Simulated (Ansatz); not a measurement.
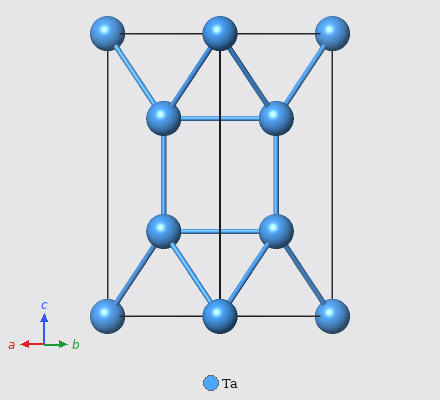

Ta (P4/mmm, No. 123): the geometry relaxed with Ansatz, DFT PBE, scalar-relativistic, plane waves, PAW; the starting structure was generated, so it need not be a known form of this composition.

```
CELL_PARAMETERS angstrom
3.90591 0.00000 0.00000
0.00000 3.90591 0.00000
0.00000 0.00000 6.94653
ATOMIC_POSITIONS crystal
Ta 0.50000 0.00000 0.30026
Ta 0.00000 0.50000 0.69974
Ta 0.00000 0.50000 0.30026
Ta 0.50000 0.00000 0.69974
Ta 0.00000 0.00000 0.00000
```

Question: What will a projected-potential map along [110] show? Computed as the sum of neutral-atom potentials (tabulated electron scattering factors, B = 0.5 Å²) projected along the beam and smoothed by 0.25 Å; brighter is more positive.

Answer: The columns repeat on a rectangular net of 2.76 × 6.95 Å (plane group p2mm). The brightest columns hold 2 Ta per repeat; in falling brightness follow 1 Ta (about 50 %). Brightness is counted from the darkest point of the image. The closest visible columns (Ta and Ta) are 2.50 Å apart in projection. Along the beam the structure repeats every 5.52 Å.

| column | atoms along the beam per repeat | peak brightness |
| --- | --- | --- |
| Ta | 2 Ta | 100 % |
| Ta | 1 Ta | 50 % |

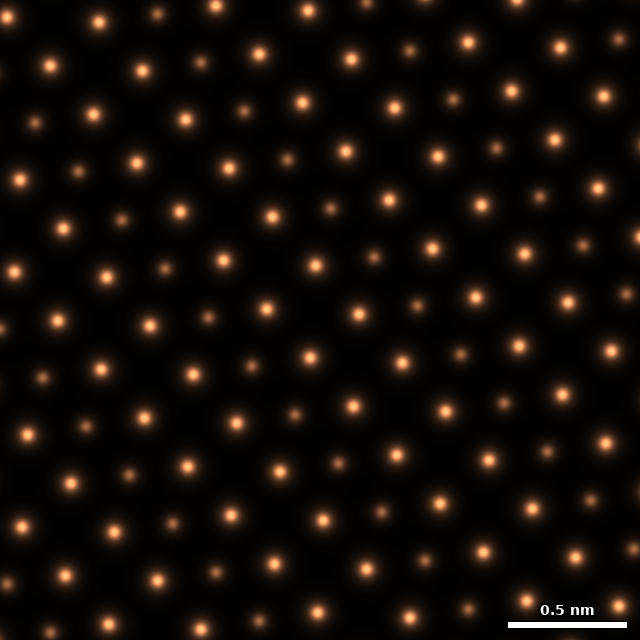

The simulated image.
